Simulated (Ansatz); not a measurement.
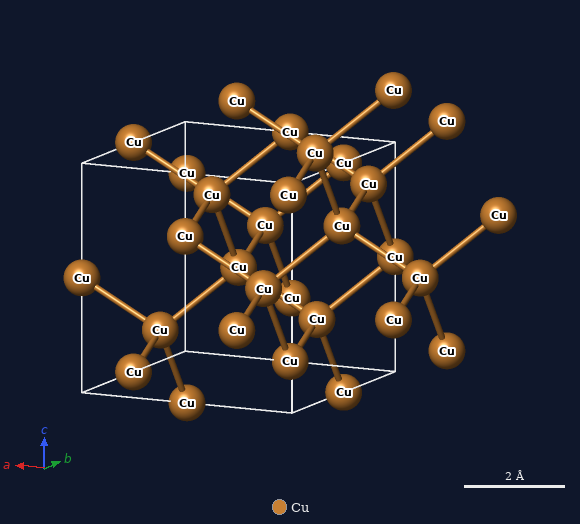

Starting structure of a crystal of Cu (built on the diamond_227 type) (coarse preliminary run). A ball-and-stick model of the conventional cell (4 times the calculation's cell), repeated 1 × 2 × 1 with one cell outlined, seen from a free direction. Lengths and directions refer to the drawn axes.

Case: diamond type (Fd-3m, No. 227).

Computed with DFT PBE, scalar-relativistic, plane waves, PAW in Ansatz.

Input
```yaml
crystal:
  lattice:
    - [0.0, 2.3559392742, 2.3559392742]
    - [2.3559392742, 0.0, 2.3559392742]
    - [2.3559392742, 2.3559392742, 0.0]
  atoms:
    - { symbol: Cu, position: [0.5, 0.5, 0.5] }
    - { symbol: Cu, position: [0.75, 0.75, 0.75] }
basis:
  ecutwfc: 420
kpoints:
  mp_grid: { grid: [6, 6, 6] }
hamiltonian:
  xc: pbe
scf:
  occupations: { method: gaussian, width: 0.1 }
  lower_state_search: "off"
output:
  forces: true
  stress: true
  eigenvalues: true
relax:
  adjacent_minimum: "off"
  f_tol: 0.04
  max_steps: 70
  cell: { stress_tol: 0.4 }
```

### Predict the outcome.

The atoms keep their places relative to the cell (all moves are under 0.005 Å). The drawn cell changes as follows: a = b = c 4.712 → 5.356 Å (+13.7 %); the volume changes by +46.8 %. Some distances before and after: Cu1–Cu2 2.040 → 2.319 Å. The space group stays Fd-3m (No. 227). Over 6 accepted moves (8 points after the start) the energy falls by 697 meV per atom. All forces vanish by symmetry, so only the cell relaxes. The pressure goes from 52.96 to 0.13 GPa. At 2 points the geometry stayed and the basis and grid were re-selected for the new cell (energy shift of 31.2 meV per atom at most each time).

Final geometry:

```
Cu
1.0
     0.00000    2.67782    2.67782
     2.67782    0.00000    2.67782
     2.67782    2.67782    0.00000
Cu
2
Direct
  0.50000 0.50000 0.50000
  0.75000 0.75000 0.75000
```

The end point in the same view:

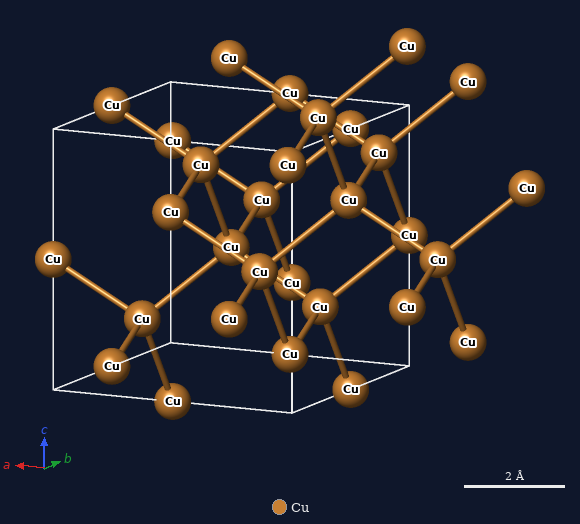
